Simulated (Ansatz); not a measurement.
**LiF: density, localisation and related maps**

The calculation's input:

```
crystal:
  lattice:
    - [2.6393034817, 0.0, 0.0]
    - [0.0, 2.6393034817, 0.0]
    - [0.0, 0.0, 2.5162584438]
  atoms:
    - { symbol: Li, position: [0.0, 0.0, 0.0] }
    - { symbol: F, position: [0.5, 0.5, 0.5] }
kpoints:
  mp_grid: { grid: [10, 10, 10] }
  band_path:
    path: [[0.0, 0.0, 0.0], [0.0, 0.5, 0.0], [0.5, 0.5, 0.0], [0.5, 0.5, 0.5]]
    npoints: 1
hamiltonian:
  xc: pbe
scf:
  occupations: { method: fermi_dirac, width: 0.02 }
  n_extra_bands: 4
output:
  forces: true
  stress: true
  eigenvalues: true
  write_density: true
  write_potential: true
  elf: true
  volumetric_format: npy
```

Run with:

```sh
ansatz run input.yaml --threads 4 --pin off --max-ram 3686MiB --backend cpu --events-out ev --progress --plain --runs-dir out
```

Below, planes, directions and counts refer to the conventional cell (a = 2.64 Å, b = 2.64 Å, c = 2.52 Å, α = 90.00°, β = 90.00°, γ = 90.00°).

Space group P4/mmm; started from the CsCl prototype, which need not be the ambient phase; changed on purpose from its base cell (biaxial xy strain +4.9%); computed pressure about −3 GPa in this cell.

Method: DFT, PBE, plane waves, PAW in Ansatz.

The density is the valence pseudo-density of a PAW calculation; it isn't the true density close to the nuclei.

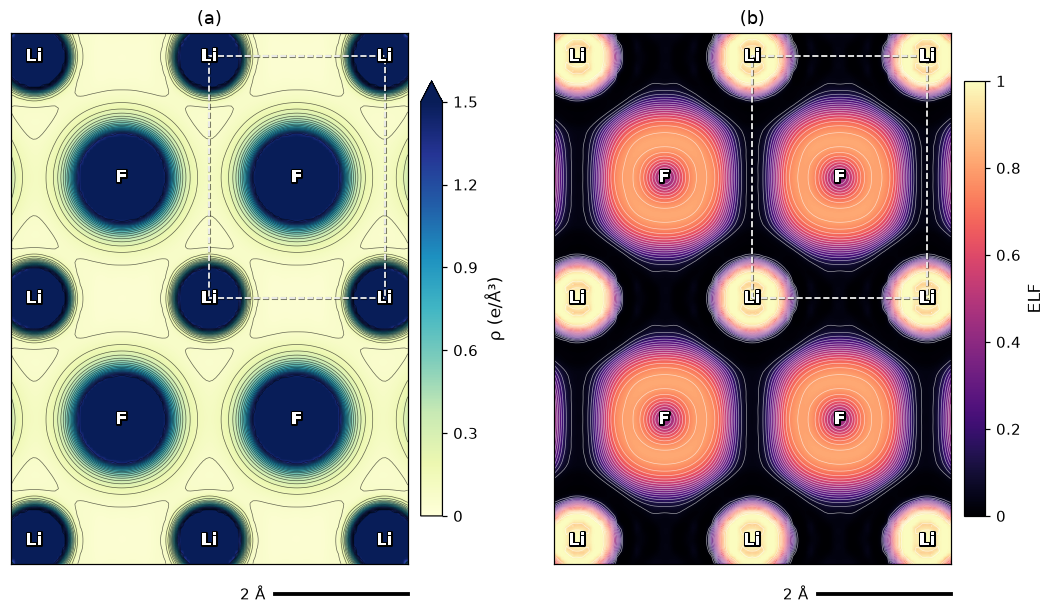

Figure 1. (a) valence charge density (pseudo); (b) electron localisation function on the (011̄) plane of the conventional cell.

> What do the fields say about this system?

- The section cuts through Li and F sites.
- Li–F (2.25 Å): ρ is about 0.16 e/Å³ halfway; the ELF peaks at about 0.80 in the valence shell of F, 0.6 Å from its nucleus, and is about 0.30 at the midpoint; a closed-shell, largely ionic contact.
- Between the atoms the lowest density in this plane is 0.03 e/Å³.
- The features right at Li lie inside the PAW spheres, where the map follows smoothed inner orbitals and isn't to be read closely.

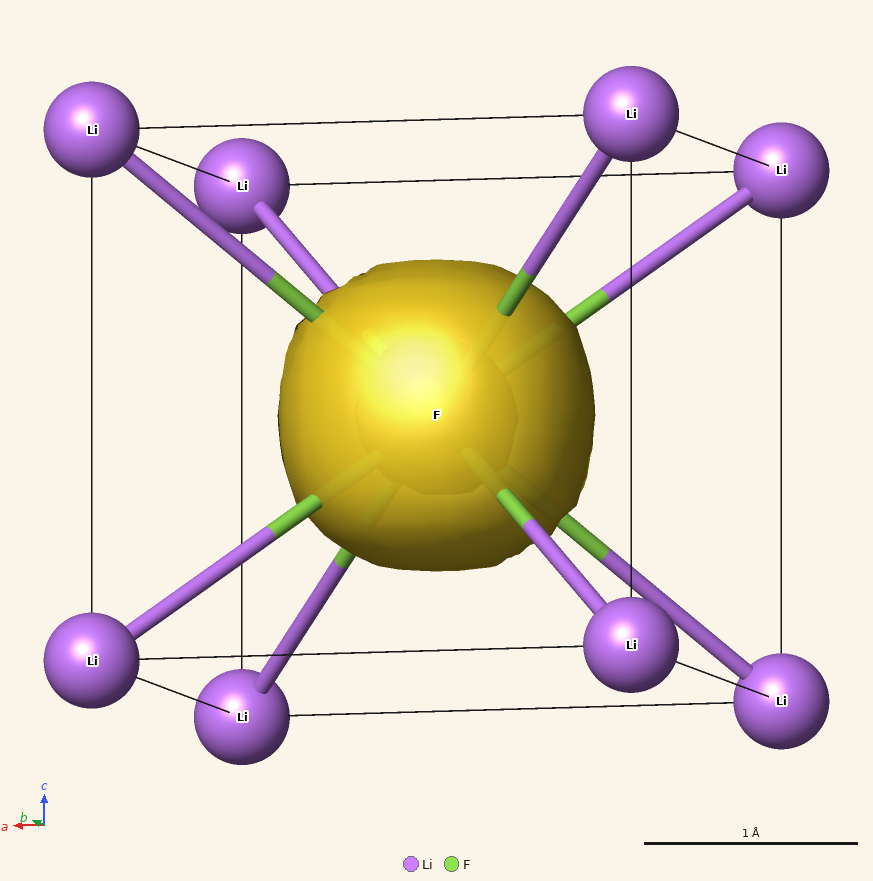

Figure 2. Isosurface of the electron localisation function at 0.75 (yellow), seen at an oblique angle. Only the valence region is drawn (cores and ρ < 0.01 e/Å³ removed). Sticks mark near contacts.

> Identify the bonds, lone pairs and shells in this picture.

The surface consists of one region wrapped around F (its valence shell), counted in one cell of 2 atoms. Any copies at cell faces, edges or corners count once.

> Does the calculation give a band gap?

It is gapped, with a Kohn–Sham gap of 6.9 eV on the k-point mesh, an upper bound to the gap of this method.
